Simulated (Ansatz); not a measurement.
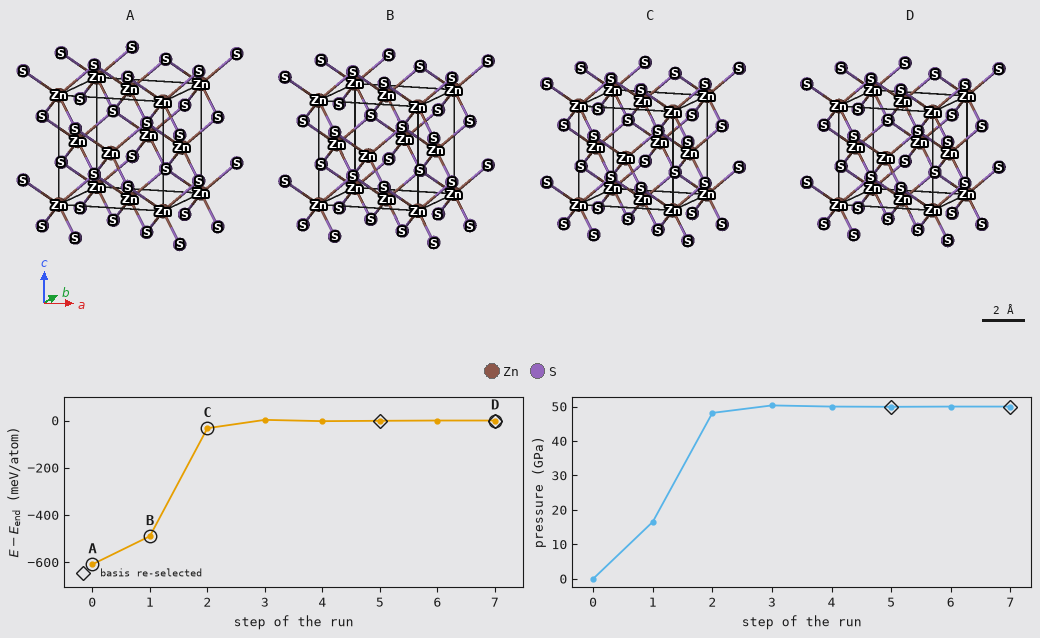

Frames of a relaxation of a crystal of ZnS (set up in F-43m), marked on the history of the run. Style: ball-and-stick. Shown: the conventional cell (4 times the calculation's cell), slightly off an axis. Lengths and directions refer to the drawn axes.

Case: relaxed at 50 GPa.

Theory: DFT PBEsol, scalar-relativistic, plane waves, PAW in Ansatz 0.2.0. Settings: plane-wave cutoff 420 eV; k-point mesh 10 × 10 × 10; occupations fixed; target pressure 50 GPa; no spin polarisation; cell and atoms relaxed; force threshold 0.001 eV/Å; at most 60 steps.

> What happens along the run?

The energy rises by 609 meV per atom in 5 accepted moves (7 points after the start). With the target pressure of 50 GPa, the enthalpy E + pV changes by −1011 meV per atom. All forces vanish by symmetry, so only the cell relaxes. The pressure goes from 0.00 to 50.00 GPa. At 2 points the geometry stayed and the basis and grid were re-selected for the new cell (energy shift of 1.5 meV per atom at most each time). No atom moves by more than 0.005 Å relative to the cell. Cell: a = b = c 5.357 → 4.823 Å (−10.0 %). Volume −27.0 %. Among the contacts that change: S–Zn 2.319 → 2.088 Å. The space group stays F-43m (No. 216). Cost: 19 s on 1 thread of Intel(R) Xeon(R) 6975P-C (Granite Rapids), on a shared host, peak memory 0.36 GiB. From step 0 to 1: volume −13.9 %, energy +119 meV per atom. From step 1 to 2: volume −14.6 %, energy +457 meV per atom. From step 2 to 7: volume −0.7 %, energy +32.4 meV per atom.

| step | E − E(0), meV/atom | pressure, GPa | volume, Å³/atom | note |
| --- | --- | --- | --- | --- |
| 0 | 0.00 | 0.00 | 19.211 |  |
| 1 | 119.25 | 16.53 | 16.536 |  |
| 2 | 576.33 | 48.16 | 14.122 |  |
| 3 | 611.57 | 50.33 | 14.007 |  |
| 4 | 606.10 | 50.00 | 14.025 |  |
| 5 | 607.61 | 49.93 | 14.025 | same geometry, new basis |
| 6 | 608.77 | 50.00 | 14.021 |  |
| 7 | 608.77 | 50.00 | 14.021 | same geometry, new basis |
